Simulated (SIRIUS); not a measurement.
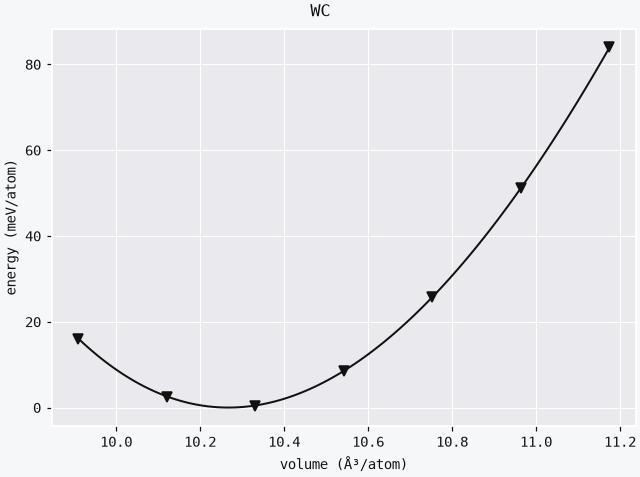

The plot gives the computed energy against volume for WC, space group Fm-3m (No. 225).

Starting cell:
```
CELL_PARAMETERS angstrom
0.00000 2.19268 2.19268
2.19268 0.00000 2.19268
2.19268 2.19268 0.00000
ATOMIC_POSITIONS crystal
W 0.00000 0.00000 0.00000
C 0.50000 0.50000 0.50000
```

Method: plane-wave DFT, no spin polarisation; energies at scaled volumes of the given cell, shape and fractions fixed, counted from the fit's minimum, third-order Birch-Murnaghan fit (SIRIUS 7.12.0). Level: PBEsol.

- k mesh: 10×10×10
- occupations: Fermi–Dirac
- smearing width: 0.05 eV
- potentials: dojo sr pbesol 0.4.1 standard
- wave cutoff: 1127 eV
- density cutoff: 4507 eV

This calculation gives: equilibrium volume 10.27 Å³/atom and bulk modulus 389 GPa.

Now W is replaced by Ti on all its sites, which gives TiC in the same structure. The second calculation uses wave cutoff 1151.586 eV and k mesh 11×11×11. How do these quantities change?

The equilibrium volume falls from 10.27 to 9.90 Å³/atom (−3.6 %) and the bulk modulus falls from 389 to 268 GPa (−31 %).

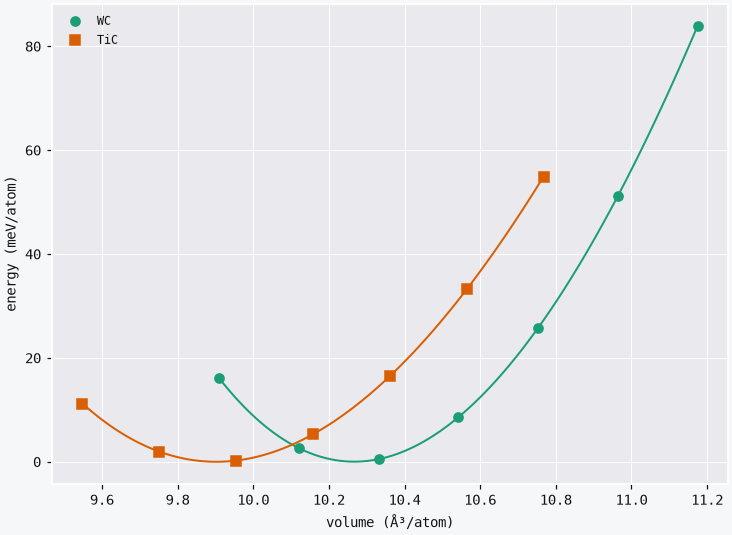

The two results together.

V0 and the bulk modulus come from third-order Birch–Murnaghan fits.
